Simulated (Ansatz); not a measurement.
GaAs

```
CELL_PARAMETERS angstrom
5.65370 0.00000 0.00000
0.00000 0.00000 -5.65370
0.00000 5.65370 0.00000
ATOMIC_POSITIONS crystal
Ga 0.50000 0.50000 0.00000
Ga 0.00000 0.50000 0.50000
Ga 0.00000 0.00000 0.00000
Ga 0.50000 0.00000 0.50000
As 0.75000 0.75000 0.25000
As 0.25000 0.75000 0.75000
As 0.25000 0.25000 0.25000
As 0.75000 0.25000 0.75000
```

Space group F-43m; computed pressure about 3 GPa in this cell.

Computed with Ansatz 0.2.0, DFT, PBE, PAW, plane waves, scalar-relativistic.

Q: Predict the valence pseudo-density and electron localisation function between the atoms.

A: Ga–As (2.45 Å): ρ is about 0.5 e/Å³ halfway; the ELF peaks at about 0.80 between the atoms: a covalent bond.

Q: Does the calculation make it a metal, or give it a gap?

A: It is gapped, with a Kohn–Sham gap of 0.51 eV on the k-point mesh (the band edges may lie off the mesh, which would make the gap smaller).

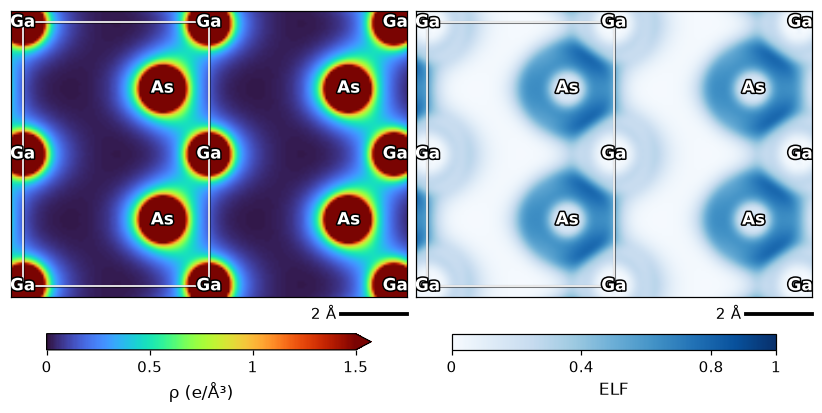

Computed valence pseudo-density and electron localisation function on the (101) plane of the conventional cell, in this order. 
